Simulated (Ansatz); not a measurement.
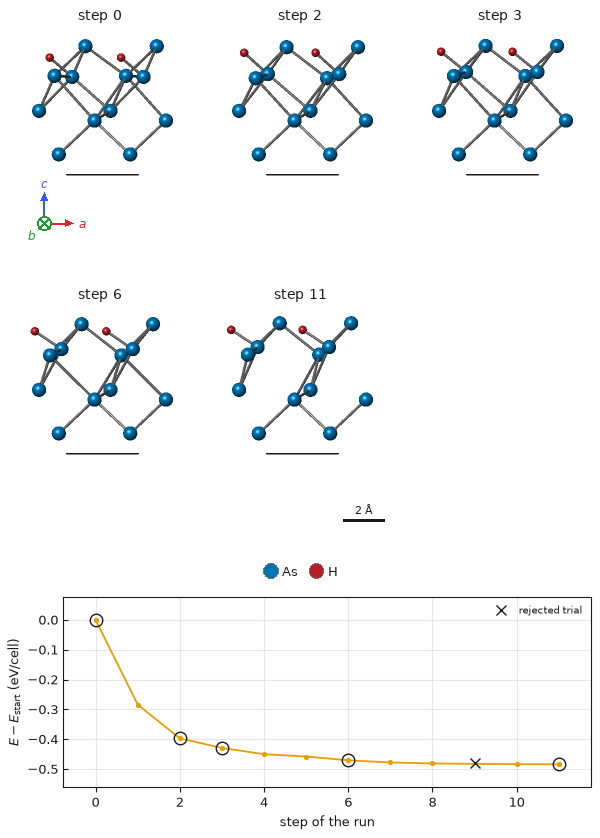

Frames of a constrained relaxation of a slab of composition As₆H (cut from the Cmce phase), marked on the history of the run. A ball-and-stick model of the cell of the calculation, outlined in the plane, without the vacuum, seen along the b axis.

Case: H put at a bridge As-As site. The slab is the (0 0 1) face of As with H on it. 3 atoms are held fixed.

The calculation used DFT PBEsol, scalar-relativistic, plane waves, PAW in Ansatz 0.2.0.

The input:
```yaml
crystal:
  lattice:
    - [3.7266140447, 0.0, 0.0]
    - [-1.8633070224, 5.4340663661, 0.0]
    - [0.0, 0.0, 24.9654381428]
  atoms:
    - { symbol: As, position: [0.888111785, 0.7762235701, 0.340470692] }
    - { symbol: As, position: [0.388111785, 0.7762235701, 0.4072515576] }
    - { symbol: As, position: [0.611888215, 0.2237764299, 0.4265541917] }
    - { symbol: As, position: [0.0750816216, 0.1504313107, 0.4937033196] }
    - { symbol: As, position: [0.8284917252, 0.6580802815, 0.4958304324] }
    - { symbol: As, position: [0.2597703393, 0.5205711795, 0.5543545493] }
    - { symbol: H, position: [0.7597703393, 0.0205711795, 0.531923539] }
basis:
  ecutwfc: 420
kpoints:
  mp_grid: { grid: [8, 6, 1] }
hamiltonian:
  xc: pbesol
scf:
  occupations: { method: gaussian, width: 0.1 }
output:
  forces: true
  eigenvalues: true
  write_density: true
  write_potential: true
  elf: true
  volumetric_format: npy
relax:
  adjacent_minimum: "off"
  f_tol: 0.03
  max_steps: 70
  constraints: [{ sites: [0, 1, 2] }]
efield:
  axis: 3
  dipole_correction: true
  ramp_width: 0.04
```

Launched with:
```bash
ansatz run input.yaml --threads 1 --pin off --max-ram 3072MiB --backend cpu --events-out ev --progress --plain --runs-dir out
```

**What happens along the run?**

The atom that moves furthest is H7 (1.07 Å at 72° to the normal (+c side)). Largest moves by element: H 1.07 Å, As 0.84 Å. The lattice vectors keep their values. Near-neighbour distances that change, for instance: As3–As4 2.538 → 3.362 Å, As2–As5 2.963 → 3.205 Å, As3–As5 2.926 → 2.712 Å, As2–As5 (another image) 2.961 → 2.896 Å. Among the angles between lasting bonds that change: As5–As4–H7 61.3° → 90.8°, As4–As5–As6 108.2° → 92.1°, As5–As4–As6 141.9° → 152.6°. Over 10 accepted moves (11 points after the start) the energy falls by 0.484 eV per cell of the calculation. The largest force component goes from 0.95 to 0.013 eV/Å. The line search rejected the trial step at point 9 of the run. From step 0 to 2: H7 moves most (0.39 Å), energy −0.397 eV per cell of the calculation. From step 2 to 3: H7 moves most (0.20 Å), energy −32.1 meV per cell of the calculation. From step 3 to 6: H7 moves most (0.32 Å), energy −41.6 meV per cell of the calculation. From step 6 to 11: H7 moves most (0.23 Å), energy −13.5 meV per cell of the calculation.

Limits of the set-up: the periodic images lie only 3.7 Å apart, so the values are limited by the cell's size.
